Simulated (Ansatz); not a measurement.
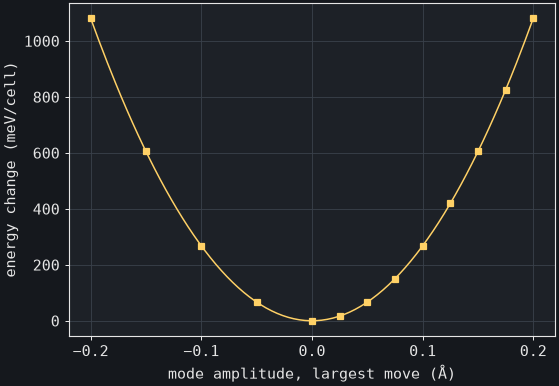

The plot gives the computed energy change against mode amplitude for BaTiO₃, space group Pm-3m (No. 221).

Starting cell:
```
CELL_PARAMETERS angstrom
-4.01923 0.00000 0.00000
0.00000 4.01923 4.01928
0.00000 4.01923 -4.01928
ATOMIC_POSITIONS crystal
Ba 0.00000 0.00000 0.00000
Ba 0.00000 0.50000 0.50000
Ti 0.50000 0.50000 0.00000
Ti 0.50000 0.00000 0.50000
O 0.50000 0.25000 0.25000
O 0.50000 0.75000 0.75000
O 0.50000 0.25000 0.75000
O 0.50000 0.75000 0.25000
O 0.00000 0.50000 0.00000
O 0.00000 0.00000 0.50000
```

Displacement pattern for amplitude 1 (x, y, z for each atom, in the order of the cell):
```tsv
atom	x	y	z
Ba1	-0.01	0.00	0.00
Ba2	-0.01	0.00	0.00
Ti3	0.19	0.00	0.00
Ti4	0.19	0.00	0.00
O5	-0.74	0.00	0.00
O6	-0.74	0.00	0.00
O7	-0.74	0.00	0.00
O8	-0.74	0.00	0.00
O9	1.00	0.00	0.00
O10	1.00	0.00	0.00
```

Computed with Ansatz 0.2.0: a normal mode of the cell frozen into a crystal at growing amplitude, by plane-wave density functional theory with PAW datasets, free energies less that of the undisturbed cell, pressure positive in compression; scalar-relativistic. Level: PBE, no spin polarisation.

```
       setting                   value
   wave cutoff                  420 eV
        k mesh                   8×6×6
   occupations                Gaussian
smearing width                 0.05 eV
       k shift  (0, 0, 0) (mesh steps)
         start                 relaxed
```

The points at mode amplitude −0.15, −0.05, 0.1 and 0.2 follow from computed ones by symmetry.

From this curve and the settings, what does the calculation give for the force along the mode, pressure and gap on the k mesh at the same points?

The force along the mode falls from 10.9 eV/Å at mode amplitude −0.200 Å to −10.9 eV/Å at 0.200 Å, and changes sign near 0.000 Å. The pressure goes from 2.275 GPa at mode amplitude −0.200 Å to 2.275 GPa at 0.200 Å, not monotonically, with a low of 0.002 GPa at 0.000 Å. The gap on the k mesh stays open and runs from 1.745 eV at mode amplitude −0.200 Å to 1.745 eV at 0.200 Å, with its largest value, 1.784 eV, at 0.000 Å.

```tsv
mode amplitude, largest move (Å)	force along the mode (eV/Å)	pressure (GPa)	gap on the k mesh (eV)
-0.200	10.9	2.275	1.745
-0.150	8.1	1.264	1.763
-0.100	5.4	0.557	1.775
-0.050	2.7	0.139	1.782
0.000	0.0	0.002	1.784
0.025	-1.3	0.036	1.784
0.050	-2.7	0.139	1.782
0.075	-4.0	0.313	1.779
0.100	-5.4	0.557	1.775
0.125	-6.7	0.873	1.769
0.150	-8.1	1.264	1.763
0.175	-9.5	1.730	1.756
0.200	-10.9	2.275	1.745
```
